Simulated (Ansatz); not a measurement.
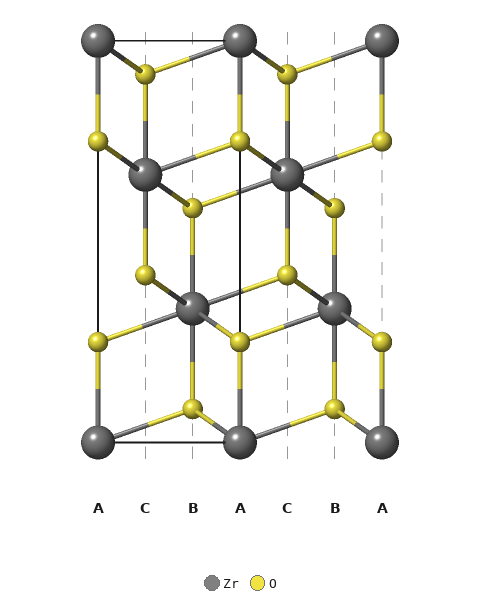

The picture looks along a close-packed row of the hexagonal mesh; [111] points upwards. The dashed lines mark the three columns A (0, 0), B (1/3, 2/3) and C (2/3, 1/3). The box is the hexagonal cell of the face-centred cubic lattice. The sequence starts with the first layer at or above the cell's origin.

System ZrO2; source of the atomic positions: the geometry relaxed with Ansatz, DFT, PBE, PAW with Ansatz's default frozen-core files, scalar-relativistic; the starting structure was generated, so it need not be a known form of this composition.

Q: List the layers of one repeat.

A: Zr(A) – O(B) – O(A) – Zr(B) – O(C) – O(B) – Zr(C) – O(A) – O(C) (nine layers in 8.86 Å).

Heights of the layers:

```tsv
layer	atoms (column)	height (Å)	to next (Å)
1	Zr(A)	0.00	0.74
2	O(B)	0.74	1.48
3	O(A)	2.22	0.74
4	Zr(B)	2.95	0.74
5	O(C)	3.69	1.48
6	O(B)	5.17	0.74
7	Zr(C)	5.91	0.74
8	O(A)	6.65	1.48
9	O(C)	8.12	0.74
```
